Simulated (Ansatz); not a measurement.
**C: geometry relaxation**

C (4 atoms in the cell), computed with DFT r2SCAN, scalar-relativistic, plane waves, PAW, no spin polarisation (Ansatz 0.2.0).

The structure derives from a Materials Project entry.

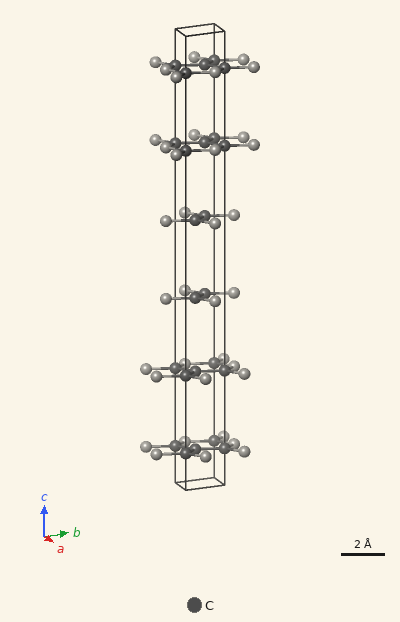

The structure as given in the input (ball-and-stick view of the cell 3 times as large as that of the calculation, set on its symmetry axes, seen slightly off an axis; neighbours outside the cell are drawn fainter). An atom can appear more than once, as a periodic image.

**Input**
```yaml
crystal:
  lattice:
    - [1.2278645468, 0.7089079266, 7.2452665189]
    - [-1.2278645468, 0.7089079266, 7.2452665189]
    - [0.0, -1.4178158532, 7.2452665189]
  atoms:
    - { symbol: C, position: [0.9189791265, 0.9189791265, 0.9189791265] }
    - { symbol: C, position: [0.2523091569, 0.2523091569, 0.2523091569] }
    - { symbol: C, position: [0.7476908431, 0.7476908431, 0.7476908431] }
    - { symbol: C, position: [0.0810208735, 0.0810208735, 0.0810208735] }
basis:
  ecutwfc: 500
kpoints:
  mp_grid: { grid: [18, 18, 18] }
hamiltonian:
  xc: r2scan
scf:
  occupations: { method: gaussian, width: 0.01 }
output:
  forces: true
  stress: true
  eigenvalues: true
relax:
  adjacent_minimum: "off"
  f_tol: 0.005
  max_steps: 80
  cell: { stress_tol: 0.05 }
```

Command:
```bash
ansatz run input.yaml --threads 1 --pin off --max-ram 2560MiB --backend cpu --events-out ev --progress --plain --runs-dir out
```

**What the program printed**
```
basis.fft_grid_basis auto: the FFT boxes are laid along the combinations [[1, 0, -1], [0, 1, -1], [0, 0, 1]] of the cell's own vectors, 2.456, 2.456 and 7.383 Å long. The dense box has 18×18×54 points. Along the cell's own vectors, as sized, it would have 54×54×54, 9.00 times as many. Of the 12 symmetry operations that the crystal satisfies within crystal.symmetry.tolerance (time reversal apart; of a slab, those that keep its plane) the dense box along the cell's own vectors carries 12, and the one as laid loses 8 of those. basis.fft_grid_basis: typed keeps the cell's own vectors: state it where this run's energies or levels are differenced outside the engine with another run's, or held beside a run that keeps those vectors.
Engine: ansatz 0.2.0, x86_64-unknown-linux-gnu
Pseudopotentials: kind: paw
Pseudopotential: C, paw, valence charge 4, recommended cutoff 500 eV (meta_gga), C.paw.azcp
Functional definition: r2SCAN
  parameter k0 = 0.174
  parameter k1 = 0.065
  parameter a1 = 4.9479
  exchange = r2scan_x(k0 = k0, k1 = k1, a1 = a1)
  correlation = r2scan_c
Crystal: 4 atoms, lattice volume = 37.840 Å³
Basis set: ecut = 500 eV, 969 PW (Γ), FFT grids on a1−a3, a2−a3, a3, exchange–correlation on 72×72×216 points (64 copies of the dense FFT grid, shifted against one another)
Bands: 12, of which v1, the nominal top of the filled ones, is band 8 counted from 1 (7 counted from 0)
Symmetry: 12 space group operations
Space group: R-3m (ITA 166), of the structure as read, at distance tolerance 3.4e-5 Å
k-points: 580 of 5832
Non-local potential: C, projectors of the file, l = 0: 2, l = 1: 2, l = 2: 1
PAW form: soft (Blöchl's): semilocal exchange-correlation on the pseudo side does not see the compensation charge
PAW frozen core: C, regenerated for the run's functional (the file was generated under x = pbe(κ = 0.804, μ = 0.2195149727645171), c = pbe(β = 0.06672455060314922))
PAW one-centre angular grid: C, 302 points (default); XC on 239 of its mesh's 2573 points in the sphere
Initial density: superposition of atomic densities (neutral atoms: chi_scale 0, normalization atom), corrected by the library's trained network
Initial wavefunctions: pseudopotential atomic-orbital guess
Functional: x = r2scan, c = r2scan; τ floored in thin density (d = 2e-4 eV/Å³)
SCF iter   1: F=—  HF=-1006.585691 eV  |F-HF|=—  |Δ(HF+E_count)|=         —  Δρ=7.36e-3  dr2=5.74e-3  dr2_τ=8.28e-1  ethr=1.77e-3  ⟨swp⟩=6.3  Hψ=41974  notcnv=0
preconditioner: auto → none  [insulator: Δε(μ)=0.191 eV  Ē_g=16.550 eV  σ=0.010 eV  W_gap=1.00  n_scr=4 (ndim 8)  ℏωp=24.1 eV  f_vac=0.065  D(μ)=0.00/eV (n_scr^D=0)  ε∞_Penn≈3.1]
SCF iter   2: F=—  HF=-1006.661846 eV  |F-HF|=—  |Δ(HF+E_count)|=   7.62e-2  Δρ=4.71e-3  dr2=2.44e-3  dr2_τ=1.10e-4  ethr=3.59e-5  ⟨swp⟩=2.8  Hψ=19486  notcnv=0
SCF iter   3: F=—  HF=-1006.662478 eV  |F-HF|=—  |Δ(HF+E_count)|=   6.32e-4  Δρ=1.80e-3  dr2=1.70e-3  dr2_τ=8.17e-5  ethr=1.53e-5  ⟨swp⟩=2.6  Hψ=13418  notcnv=0
SCF iter   4: F=—  HF=-1006.662043 eV  |F-HF|=—  |Δ(HF+E_count)|=   4.34e-4  Δρ=8.55e-4  dr2=1.21e-4  dr2_τ=9.93e-6  ethr=1.06e-5  ⟨swp⟩=2.4  Hψ=11884  notcnv=0
SCF iter   5: F=—  HF=-1006.662026 eV  |F-HF|=—  |Δ(HF+E_count)|=   1.78e-5  Δρ=3.46e-4  dr2=2.39e-5  dr2_τ=1.48e-6  ethr=7.58e-7  ⟨swp⟩=1.6  Hψ=9140  notcnv=0
SCF iter   6: F=—  HF=-1006.662020 eV  |F-HF|=—  |Δ(HF+E_count)|=   5.89e-6  Δρ=1.05e-4  dr2=1.74e-6  dr2_τ=2.14e-7  ethr=1.49e-7  ⟨swp⟩=2.1  Hψ=11559  notcnv=0
SCF iter   7: F=—  HF=-1006.662020 eV  |F-HF|=—  |Δ(HF+E_count)|=   1.66e-8  Δρ=3.87e-5  dr2=2.39e-7  dr2_τ=1.97e-8  ethr=1.09e-8  ⟨swp⟩=2.2  Hψ=11519  notcnv=0
SCF iter   8: F=-1006.662020 eV  HF=-1006.662020 eV  |F-HF|=4.20e-9  |Δ(HF+E_count)|=   1.25e-8  Δρ=2.00e-5  dr2=6.29e-8  dr2_τ=5.97e-9  ethr=6.25e-10  ⟨swp⟩=4.4  Hψ=24982  notcnv=0
SCF 1 converged in 8 iterations: F = -1006.662020 eV  dr2 = 6.29e-8
  greatest PAW one-centre occupation: 0.687 electrons in one spin orbital (limit 2), on the C atom at site 3 (counted from 0), in its partial waves of l = 0
relax step   1: F+E_penalty+E_count = -1006.66201967 eV  Δ(F+E_penalty+E_count) = +0.000e0 eV  max|allowed force component| = 3.543e-4 eV/Å  Δτ_max = 0.0000 Å  P = +0.036 GPa  Ω = 37.840 Å³  (8 SCF iters, dr2 threshold 1.00e-7 eV, accepted)
Initial density: handed on by an earlier stage of this run
Initial wavefunctions: pseudopotential atomic-orbital guess (no wavefunctions were taken with the density)
iter 1 solved again at ethr=1.10e-7 eV; its pass at ethr=3.10e-3 eV (dr2=1.76e-5 eV) is discarded
SCF iter   1: F=—  HF=-1006.662019 eV  |F-HF|=—  |Δ(HF+E_count)|=         —  Δρ=2.01e-5  dr2=6.42e-8  dr2_τ=5.97e-9  ethr=1.10e-7  ⟨swp⟩=3.9  Hψ=63422  notcnv=0
preconditioner: auto → none  [insulator: Δε(μ)=0.191 eV  Ē_g=16.565 eV  σ=0.010 eV  W_gap=1.00  n_scr=4 (ndim 8)  ℏωp=24.1 eV  f_vac=0.069  D(μ)=0.00/eV (n_scr^D=0)  ε∞_Penn≈3.1]
SCF iter   2: F=—  HF=-1006.662020 eV  |F-HF|=—  |Δ(HF+E_count)|=   3.28e-7  Δρ=8.81e-6  dr2=9.61e-9  dr2_τ=1.09e-9  ethr=4.01e-10  ⟨swp⟩=2.3  Hψ=11403  notcnv=0
SCF iter   3: F=—  HF=-1006.662020 eV  |F-HF|=—  |Δ(HF+E_count)|=   3.80e-9  Δρ=1.35e-6  dr2=3.82e-10  dr2_τ=2.48e-11  ethr=6.01e-11  ⟨swp⟩=2.3  Hψ=11511  notcnv=0
SCF iter   4: F=—  HF=-1006.662020 eV  |F-HF|=—  |Δ(HF+E_count)|=  2.14e-10  Δρ=4.40e-7  dr2=3.16e-10  dr2_τ=4.58e-12  ethr=1.00e-12  ⟨swp⟩=5.9  Hψ=28384  notcnv=0
SCF iter   5: F=-1006.662020 eV  HF=-1006.662020 eV  |F-HF|=3.41e-13  |Δ(HF+E_count)|=  8.50e-11  Δρ=6.04e-8  dr2=8.22e-13  dr2_τ=1.10e-13  ethr=1.00e-12  ⟨swp⟩=3.7  Hψ=28541  notcnv=0
SCF 2 converged in 5 iterations: F = -1006.662020 eV  dr2 = 8.22e-13
relax step   2: F+E_penalty+E_count = -1006.66201968 eV  Δ(F+E_penalty+E_count) = -8.047e-9 eV  max|allowed force component| = 3.508e-4 eV/Å  Δτ_max = 0.0000 Å  P = +0.033 GPa  Ω = 37.840 Å³  stress off target by 3.80e-2 GPa  SCF on the basis re-selected at this cell (its energy is not comparable with the rows above)  (5 SCF iters)
```

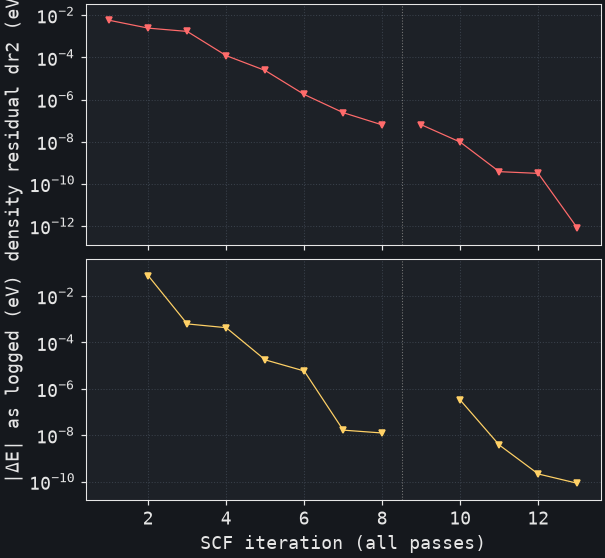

Convergence of the self-consistent field: density residual dr2 and size of the energy change against the SCF iteration. The dotted lines part the SCF passes of the relaxation: geometry steps, rejected trials and re-solves on a re-selected basis. The passes take 8 and 5 iterations.

```
basis re-selected at this cell: Δ(F+E_penalty+E_count) = -8.047e-9 eV, ΔP = -0.002 GPa vs the last step (what re-selecting the basis moved, of the pressure what is left beyond the Pulay correction that the steps carried, after the strain that the cell walked since its last selection, with what the two solves' SCF thresholds leave and, on support functions, any second-order correction that the steps lacked; it is no measure of the basis error at this ecutwfc). This SCF's stress stands 3.80e-2 GPa from its target on what of the cell is left free (relax.cell.stress_tol is 5.00e-2 GPa) and its largest allowed force component is 3.51e-4 eV/Å (relax.f_tol is 5.00e-3 eV/Å): within both
SCF converged after 5 iterations
Free energy (F): -1006.662020 eV
Harris-Foulkes:  -1006.662020 eV  (|F-HF|=3.41e-13)
Internal energy: -1006.662020 eV  (E = F + TS)
E sigma→0 (E₀):  -1006.662020 eV
Fermi energy:    6.205095 eV
--- Per-component energies (eV) ---
  E_band       = -57.083707
  E_kinetic    = 363.482958
  E_local      = -698.528961  (includes V_loc(G=0)·N_el)
  E_nonlocal   = 107.806042
  E_hartree    = 222.057159
  E_xc         = -188.839208
  E_vxc        = -261.618460  (∫ρ·V_xc dr)
  E_paw        = -403.519107  (= ΣΔE_a)
  E_vpaw       = -27.019341  (= ΣTr[D̂ρ^β])
  E_aug_tail   = 0.000021  (compensation charges beyond the density's cutoff)
  E_vtau       = 14.679712  (kinetic-family band-sum trace: ∫τ·v_τ [+ j·A + Jᵃ·Aᵃ] dr)
  E_ewald      = -409.021828
  E_core_change = -0.099095  (= ΣΔE_core)
  E_smearing   = -0.000000  (= −TS)
  E_closure    = 0.000000  (closes the sum)
  Σ components = -1006.662020   (vs F -1006.662020, Δ=0.00e0)
--- Forces (eV/Å), atoms counted from 1 ---
  atom   1  C      0.00000000    -0.00000000     0.00024641
  atom   2  C      0.00000000     0.00000000    -0.00035081
  atom   3  C      0.00000000    -0.00000000     0.00035081
  atom   4  C      0.00000000     0.00000000    -0.00024641
  max |Σ_I F_I| component: 1.08e-19 eV/Å
--- Stress (GPa, compression-positive) ---
        0.037962       0.000000       0.000000
        0.000000       0.037962      -0.000000
       -0.000000      -0.000000       0.024228
  P = ⅓ Tr σ = 0.0334 GPa (0.334 kbar)
--- Band table (eV; the first three rows and the last of 580) ---
  k-point 0: bands = ["-14.7297", "-14.5663", "-2.5727", "-1.2121", "2.9653", "2.9653", "2.9657", "2.9657", "9.9955", "14.9687", "14.9687", "14.9719"]
  k-point 1: bands = ["-14.6517", "-14.4892", "-2.4774", "-1.1228", "2.6412", "2.6468", "2.7962", "2.8000", "10.0939", "15.0128", "15.0158", "15.3042"]
  k-point 2: bands = ["-14.4180", "-14.2586", "-2.1924", "-0.8559", "1.7565", "1.7693", "2.3505", "2.3569", "10.3895", "15.0508", "15.0713", "15.7751"]
  k-point 579: bands = ["-14.6682", "-14.6306", "-2.0464", "-1.8460", "2.9596", "2.9596", "2.9713", "2.9713", "11.9568", "12.4575", "14.9510", "14.9510"]
--- Relaxed structure (1 steps of the walk, 1 accepted, 1 SCFs on fresh bases) ---
  F+E_penalty+E_count = -1006.66201968 eV   max|allowed force component| = 3.508e-4 eV/Å   (the final SCF, on the basis selected at the relaxed cell)
  cell:  # Å, volume = 37.8395 Å³
    - [1.2278645467797538, 0.7089079266116897, 7.2452665189]
    - [-1.2278645467797538, 0.7089079266116897, 7.2452665189]
    - [0.0, -1.4178158532233778, 7.2452665189]
  atoms:
    - { symbol: C, position: [0.9189791265000001, 0.9189791265000001, 0.9189791265000002] }
    - { symbol: C, position: [0.2523091569, 0.2523091569, 0.25230915690000005] }
    - { symbol: C, position: [0.7476908430999999, 0.7476908430999999, 0.7476908431000001] }
    - { symbol: C, position: [0.08102087350000002, 0.08102087350000002, 0.08102087350000003] }
```

**Trajectory as extended XYZ (Å, eV, eV/Å), 2 frames, from step=1 to step=2**
```
4
Lattice="1.2279 0.7089 7.2453 -1.2279 0.7089 7.2453 0.0000 -1.4178 7.2453" Properties=species:S:1:pos:R:3:forces:R:3 step=1 energy=-1006.66202 pressure_GPa=0.04
C     0.0000    0.0000   19.9747    0.0000   0.0000   0.0002
C     0.0000    0.0000    5.4841    0.0000   0.0000  -0.0004
C     0.0000    0.0000   16.2517    0.0000   0.0000   0.0004
C     0.0000    0.0000    1.7611    0.0000   0.0000  -0.0002
4
Lattice="1.2279 0.7089 7.2453 -1.2279 0.7089 7.2453 0.0000 -1.4178 7.2453" Properties=species:S:1:pos:R:3:forces:R:3 step=2 energy=-1006.66202 pressure_GPa=0.03
C     0.0000    0.0000   19.9747    0.0000   0.0000   0.0002
C     0.0000    0.0000    5.4841    0.0000   0.0000  -0.0004
C     0.0000    0.0000   16.2517    0.0000   0.0000   0.0004
C     0.0000    0.0000    1.7611    0.0000   0.0000  -0.0002
```

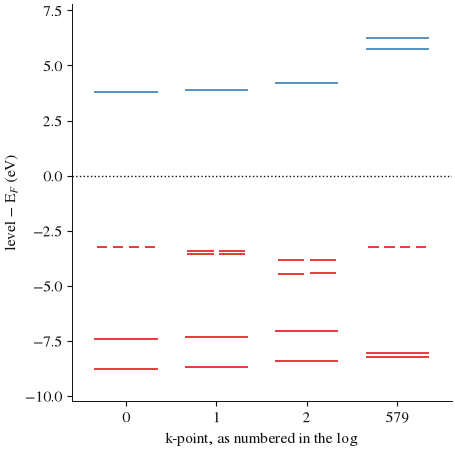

Kohn–Sham levels near the Fermi level (dotted) at the few k-points that the log prints; levels within 0.02 eV of each other stand side by side. Among these points the highest filled and lowest empty levels are 7.02 eV apart; the gap on the full mesh, 0.19 eV, has an edge at a point that isn't printed.

**Results in brief**

| quantity | value |
| --- | --- |
| outcome | converged |
| space group (tolerance 0.01 Å) | R-3m (166) |
| electrons treated | 16 |
| free energy | −1006.6620 eV |
| Fermi energy | 6.205 eV |
| gap on the k-point mesh | 0.19 eV |
| pressure | 0.03 GPa |
| final volume | 37.84 Å³ |
| largest force (length of the vector) at the end | under 0.001 eV/Å |
| final cell | a = 7.383 Å, b = 7.383 Å, c = 7.383 Å, α = 19.15°, β = 19.15°, γ = 19.15° |
| hardware | 1 thread of AMD EPYC (Zen 3), 192 GiB of memory available, shared host |
| wall time | 76 s |
| peak memory | 0.72 GiB |
